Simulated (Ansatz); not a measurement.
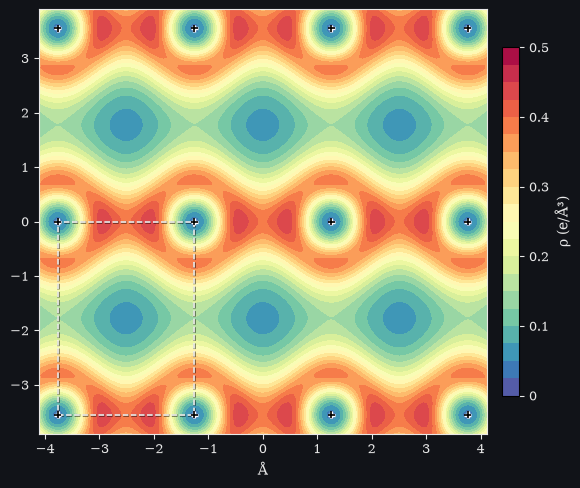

The valence electron density on a plane through atoms (crosses mark nuclei in the plane).

All numbers below come from DFT, PBEsol, plane waves (420 eV) with PAW, scalar-relativistic in Ansatz.

Candidates:
A. Si, a = 2.51 Å, b = 2.51 Å, c = 2.51 Å, α = 90.00°, β = 90.00°, γ = 90.00°. Space group Pm-3m; set up as Si, simple cubic; a generated structure, not necessarily the stable one; changed on purpose from its base cell (volume × 1.0).
B. Co, a = 2.39 Å, b = 2.39 Å, c = 7.74 Å, α = 90.00°, β = 90.00°, γ = 120.00°. Space group P6₃/mmc; set up as Co, dhcp; a generated structure, not necessarily the stable one; changed on purpose from its base cell (volume × 0.92); computed pressure about 26 GPa in this cell; spin-polarised.

Q: Which candidate gave the map?

A: Candidate A: Si on the (011) plane of the conventional cell, which holds Si. Si–Si (2.51 Å): ρ at the midpoint is about 0.4 e/Å³.
